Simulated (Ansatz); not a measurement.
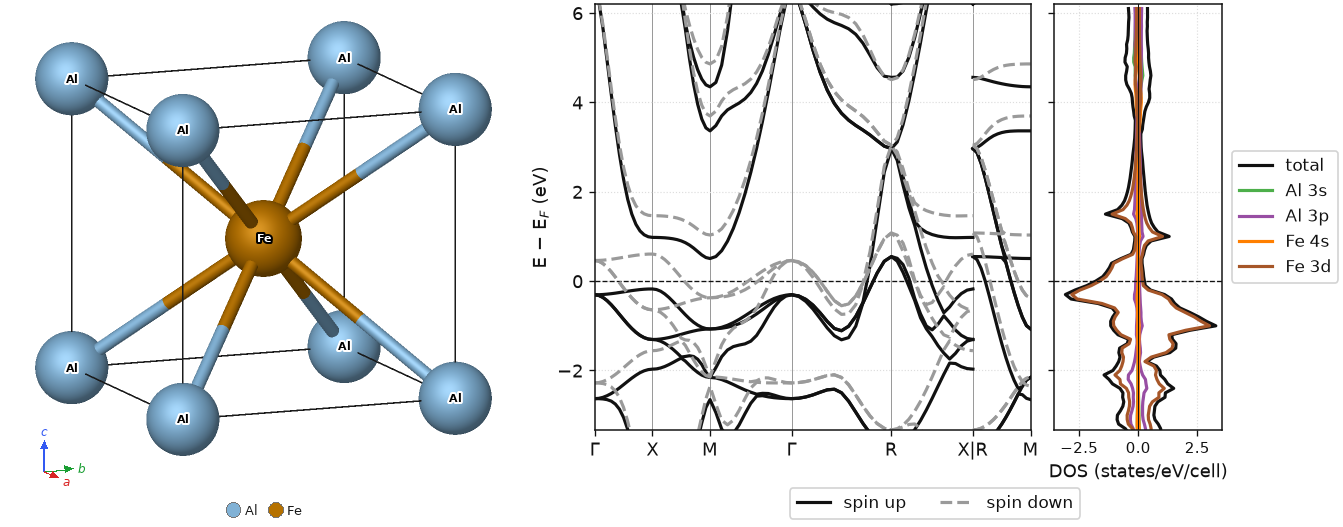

Band structure and density of states of AlFe, space group Pm-3m (No. 221), 2 atoms in the cell, beside the structure. Computed with Ansatz 0.2.0: DFT PBEsol, scalar-relativistic, plane waves, PAW, spin-polarised, 14×14×14 k mesh, 420 eV cutoff, Gaussian smearing of 0.1 eV. Energies are counted from the Fermi level. The partial curves are projected on Löwdin-orthogonalised atomic shells. Spin-down states are drawn negative.

A metal: 3 spin-up and 3 spin-down bands cross the Fermi level along this path. Bands cross the Fermi level on every line of the path. At Γ the nearest levels lie 0.30 eV below and 0.46 eV above the Fermi level. The density of states at the Fermi level isn't well fixed here: it changes fast, and within 0.3 eV it runs from 1.4 to 4.2 per eV and cell.
